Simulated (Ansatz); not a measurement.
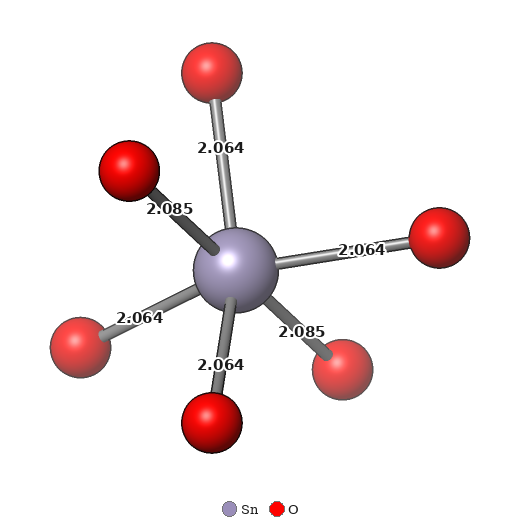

The surroundings of site Sn1 (at 0.000, 0.500, 0.250) in SnO2 (I4_1/amd, No. 141), with bond lengths in Å.

Origin of the cell: the geometry relaxed at fixed volume with DFT PBE, scalar-relativistic, plane waves, PAW in Ansatz 0.2.0.

```xyz
12
Lattice="4.0187 0.0000 0.0000 0.0000 4.0187 0.0000 0.0000 0.0000 10.2206" Properties=species:S:1:pos:R:3 pbc="T T T"
Sn    0.0000    2.0093    2.5552
Sn    0.0000    0.0000    0.0000
O     2.0093    2.0093    3.0252
O     0.0000    2.0093    4.6402
O     0.0000    0.0000    2.0851
O     0.0000    2.0093    0.4701
Sn    2.0093    0.0000    7.6655
Sn    2.0093    2.0093    5.1103
O     0.0000    0.0000    8.1356
O     2.0093    0.0000    9.7505
O     2.0093    2.0093    7.1954
O     2.0093    0.0000    5.5804
```

Bond valence s = exp((R0 − d)/b), R0 fitted to published crystal structures with b = 0.37 Å; R0 in Å: Sn4+–O 1.887.

Calculate the bond-valence sum of Sn1 from the bonds drawn.

4 × 0.620 + 2 × 0.586 = 3.65 v.u., against a formal valence of 4: underbonded (bonds long for this ion) by 0.35.

And over the whole structure?

```
site              x, y, z  formal valence  bond-valence sum  difference
 Sn1  0.000, 0.500, 0.250              +4              3.68       -0.32
  O1  0.500, 0.500, 0.296              −2              1.84       -0.16
```

These sums include all anions within 5 Å. The global instability index (root mean square of the differences over all atoms) is 0.22 v.u.: above 0.2, which by the usual rule of thumb marks a strained structure. Cells relaxed with PBE tend to have slightly long bonds, which lowers the sums.
